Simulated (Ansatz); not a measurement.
**Energy of HfO$_{2}$ along a strain of the cell**

System: HfO$_{2}$ (I4/mmm, 3 atoms in the cell).
Method: DFT PBEsol, scalar-relativistic, plane waves, PAW, no spin polarisation (Ansatz 0.2.0).

The 5 runs differ only in the geometry, by a strain of the cell at fixed fractional positions. Against run 3, the strain is εxx = η and εyy = η. The structure derives from an entry of the Crystallography Open Database.

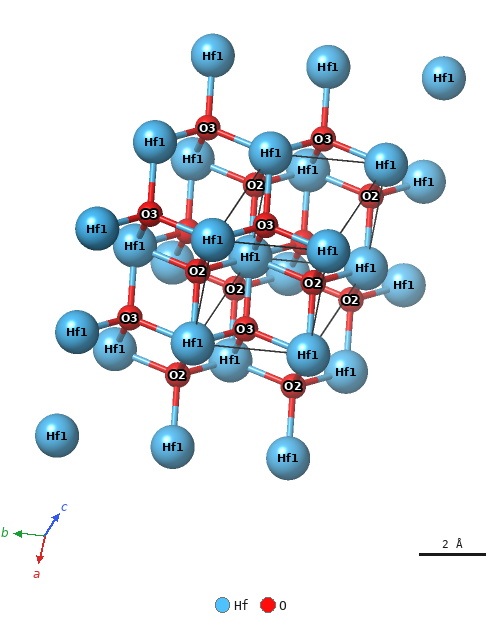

Figure 1. The structure of run 3 (ball-and-stick view of the reduced cell, repeated 2 × 2 × 2, seen at an oblique angle; atoms are numbered from 1 in the order of the input).

**Input of run 3**
```yaml
crystal:
  lattice:
    - [0.0, 2.5575, 2.6214375]
    - [2.5575, 0.0, 2.6214375]
    - [2.5575, 2.5575, 0.0]
  atoms:
    - { symbol: Hf, position: [0.0, 0.0, 0.0] }
    - { symbol: O, position: [0.25, 0.25, 0.25] }
    - { symbol: O, position: [0.75, 0.75, 0.75] }
basis:
  ecutwfc: 420
kpoints:
  mp_grid: { grid: [8, 8, 8] }
hamiltonian:
  xc: pbesol
scf:
  occupations: { method: gaussian, width: 0.05 }
output:
  forces: true
  stress: true
  eigenvalues: true
```

Run 2 differs from it as follows:
```diff
-    - [0.0, 2.5575, 2.6214375]
-    - [2.5575, 0.0, 2.6214375]
-    - [2.5575, 2.5575, 0.0]
+    - [0.0, 2.4935625, 2.6214375]
+    - [2.4935625, 0.0, 2.6214375]
+    - [2.4935625, 2.4935625, 0.0]
```

**Results, with one run withheld**

| run | strain parameter η (%) | free energy per atom, from the lowest run given (meV) | pressure (GPa) | gap on the mesh (eV) |
| --- | --- | --- | --- | --- |
| 1 | −5.0000 | 29.04 | 10.42 | 2.80 |
| 2 | −2.5000 | ? | ? | ? |
| 3 | 0.0000 | 0.00 | −15.31 | 3.42 |
| 4 | 2.5000 | 65.60 | −24.05 | 3.41 |
| 5 | 5.0000 | 173.28 | −30.70 | 3.13 |

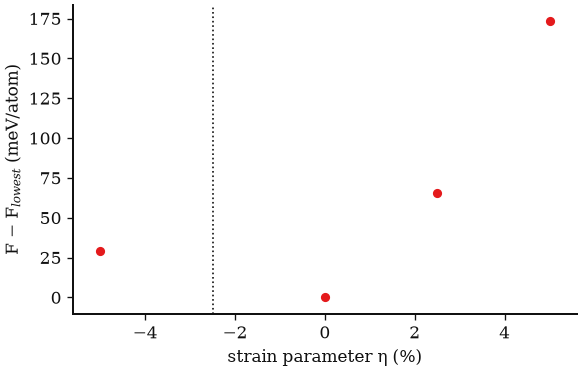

Figure 2. Free energy per atom of the runs given; the dotted line marks run 2.

Estimate the energy of run 2 from the others.

A quadratic polynomial in the coordinate, fitted to the 4 runs given, misses them by at most 2.47 meV per atom. With x = η − 0.6250, it reads F = 12.503 + 19.528 x + 3.9846 x² (meV per atom). At run 2 it gives −9.61 meV per atom, and the run itself gives −15.39. The fit has its minimum at η = −1.8254 %. So low a polynomial doesn't follow these energies more closely. The gap on the mesh lies between 2.80 eV (run 1) and 3.42 eV (run 3); run 2 has 3.17 eV. These are gaps of this functional on this mesh, which can miss the band edges; they aren't the measured gap.

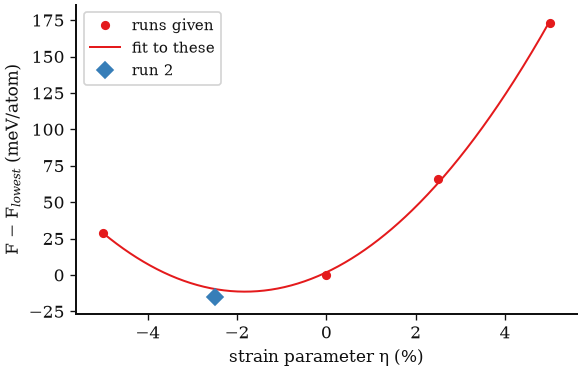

Figure 3. The fit and the withheld run.

**Output, shortened to warnings, some set-up lines, iterations and results (run 2)**
```
Basis set: ecut = 420 eV, 625 PW (Γ), exchange–correlation on 50×50×48 points (8 copies of the dense FFT grid, shifted against one another)
Symmetry: 16 space group operations
k-points: 59 of 512
Initial density: superposition of atomic densities (neutral atoms: chi_scale 0, normalization atom), corrected by the library's trained network
[...]
SCF iter   1: F=—  HF=-16725.006750 eV  |F-HF|=—  |Δ(HF+E_count)|=         —  Δρ=1.67e-2  dr2=7.25e-2  ethr=1.77e-3  ⟨swp⟩=4.6  Hψ=4982  notcnv=0
SCF iter   2: F=—  HF=-16724.996183 eV  |F-HF|=—  |Δ(HF+E_count)|=   1.06e-2  Δρ=1.04e-2  dr2=2.90e-2  ethr=1.91e-4  ⟨swp⟩=2.0  Hψ=2945  notcnv=0
SCF iter   3: F=—  HF=-16724.988379 eV  |F-HF|=—  |Δ(HF+E_count)|=   7.80e-3  Δρ=1.34e-3  dr2=2.52e-4  ethr=7.62e-5  ⟨swp⟩=2.0  Hψ=2419  notcnv=0
SCF iter   4: F=—  HF=-16724.988480 eV  |F-HF|=—  |Δ(HF+E_count)|=   1.00e-4  Δρ=5.33e-4  dr2=2.89e-5  ethr=6.62e-7  ⟨swp⟩=2.7  Hψ=2451  notcnv=0
SCF iter   5: F=—  HF=-16724.988528 eV  |F-HF|=—  |Δ(HF+E_count)|=   4.79e-5  Δρ=1.27e-4  dr2=1.63e-6  ethr=7.61e-8  ⟨swp⟩=2.7  Hψ=2568  notcnv=0
SCF iter   6: F=-16724.988530 eV  HF=-16724.988530 eV  |F-HF|=6.69e-9  |Δ(HF+E_count)|=   2.36e-6  Δρ=7.08e-6  dr2=7.58e-9  ethr=2.63e-10  ⟨swp⟩=3.6  Hψ=6093  notcnv=0
SCF 1 converged in 6 iterations: F = -16724.988530 eV  dr2 = 7.58e-9
SCF converged after 6 iterations
Free energy (F): -16724.988530 eV
Harris-Foulkes:  -16724.988530 eV  (|F-HF|=6.69e-9)
Internal energy: -16724.988530 eV  (E = F + TS)
E sigma→0 (E₀):  -16724.988530 eV
Fermi energy:    17.683307 eV
--- Per-component energies (eV) ---
  E_band       = 48.432826
  E_kinetic    = 770.309918
  E_local      = -5738.202016  (includes V_loc(G=0)·N_el)
  E_nonlocal   = -1141.069873
  E_hartree    = 2628.986841
  E_xc         = -443.287461
  E_vxc        = -452.947961  (∫ρ·V_xc dr)
  E_paw        = -7110.633783  (= ΣΔE_a)
  E_vpaw       = 1352.368918  (= ΣTr[D̂ρ^β])
  E_aug_tail   = 0.004915  (compensation charges beyond the density's cutoff)
  E_ewald      = -5692.418738
  E_core_change = 1.321667  (= ΣΔE_core)
  E_smearing   = -0.000000  (= −TS)
  E_closure    = -0.000000  (closes the sum)
  Σ components = -16724.988530   (vs F -16724.988530, Δ=0.00e0)
--- Forces (eV/Å), atoms counted from 1 ---
  atom   1  Hf    -0.00000000     0.00000000    -0.00000000
  atom   2  O      0.00000000     0.00000000     0.00000000
  atom   3  O      0.00000000     0.00000000     0.00000000
  max |Σ_I F_I| component: 2.37e-30 eV/Å
--- Stress (GPa, compression-positive) ---
        3.673347       0.000000       0.000000
        0.000000       3.673347       0.000000
        0.000000       0.000000     -19.443863
  P = ⅓ Tr σ = -4.0324 GPa (-40.324 kbar)
```

Notes: Spin–orbit coupling is left out, which matters for Hf.
